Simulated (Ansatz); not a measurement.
## Electronic structure of RbBr in real space

The calculation's input:

```
crystal:
  lattice:
    - [4.9621272024, 0.0, 0.0]
    - [-2.4810636012, 4.2973282141, 0.0]
    - [0.0, 0.0, 20.2578015486]
  atoms:
    - { symbol: Rb, position: [0.0, 0.0, 0.0] }
    - { symbol: Br, position: [0.6666666667, 0.3333333333, 0.1] }
    - { symbol: Rb, position: [0.3333333333, 0.6666666667, 0.2] }
    - { symbol: Br, position: [0.6666666667, 0.3333333333, 0.3] }
    - { symbol: Rb, position: [0.0, 0.0, 0.4] }
    - { symbol: Br, position: [0.3333333333, 0.6666666667, 0.5] }
    - { symbol: Rb, position: [0.6666666667, 0.3333333333, 0.6] }
    - { symbol: Br, position: [0.0, 0.0, 0.7] }
    - { symbol: Rb, position: [0.3333333333, 0.6666666667, 0.8] }
    - { symbol: Br, position: [0.6666666667, 0.3333333333, 0.9] }
basis:
  ecutwfc: 420
kpoints:
  mp_grid: { grid: [6, 6, 2] }
hamiltonian:
  xc: pbe
scf:
  occupations: { method: gaussian, width: 0.02 }
output:
  forces: true
  stress: true
  eigenvalues: true
  populations: true
  write_density: true
  write_potential: true
  elf: true
  volumetric_format: npy
relax:
  adjacent_minimum: "off"
  f_tol: 0.01
  max_steps: 45
  cell: { stress_tol: 0.05 }
```

Command:

```sh
ansatz run input.yaml --threads 1 --pin off --max-ram 2560MiB --backend cpu --events-out ev --progress --plain --runs-dir out
```

Below, planes, directions and counts refer to the conventional cell (a = 4.91 Å, b = 4.91 Å, c = 20.74 Å, α = 90.00°, β = 90.00°, γ = 120.00°).

The fields are those of the relaxed geometry.

Space group P-3m1; a generated structure, not necessarily the stable one.

Theory: DFT PBE, scalar-relativistic, plane waves, PAW (Ansatz 0.2.0).

Core electrons are frozen (PAW), and the valence fields are smoothed inside the atomic spheres.

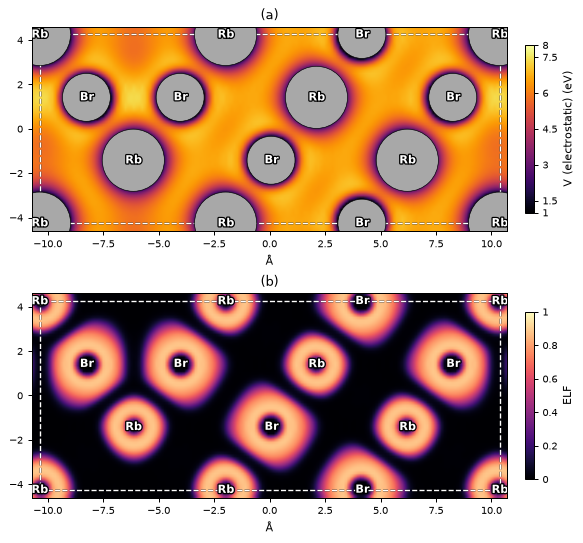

Figure 1. (a) electrostatic potential energy of an electron; (b) electron localisation function on the (110) plane of the conventional cell. Grey discs cover the atomic cores in the potential map.

Question: Interpret the plot.

Answer: Atoms in the plane: Rb and Br.
Rb–Br (3.50 Å): the ELF is about 0.05 at the midpoint: a closed-shell, largely ionic contact.
The features right at Rb lie inside the PAW spheres, where the map follows smoothed inner orbitals and isn't to be read closely.
Outside the cores the potential energy rises away from the atoms and is highest about 2.0 Å from the nearest atoms; its zero is arbitrary.

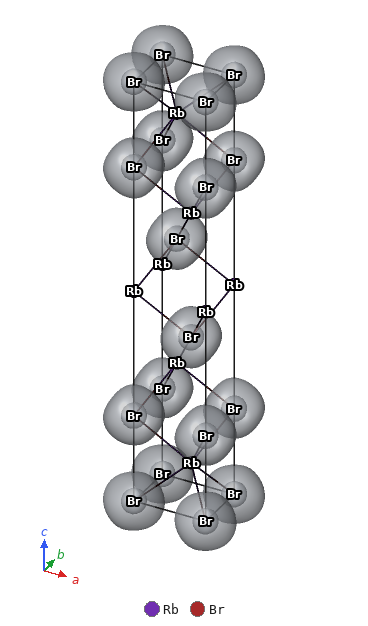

Figure 2. Isosurface of the electron localisation function at 0.7 (grey), seen slightly off an axis. Only the valence region is drawn (cores and ρ < 0.01 e/Å³ removed). Sticks mark near contacts.

Question: Identify the bonds, lone pairs and shells in this picture.

Answer: The ELF exceeds this value in five regions wrapped around Br (the valence shell of each), counted in one cell of 10 atoms. Any copies at cell faces, edges or corners count once.

Question: Does the calculation give a band gap?

Answer: It is gapped, with a Kohn–Sham gap of 4.0 eV on the k-point mesh (the band edges may lie off the mesh, which would make the gap smaller).
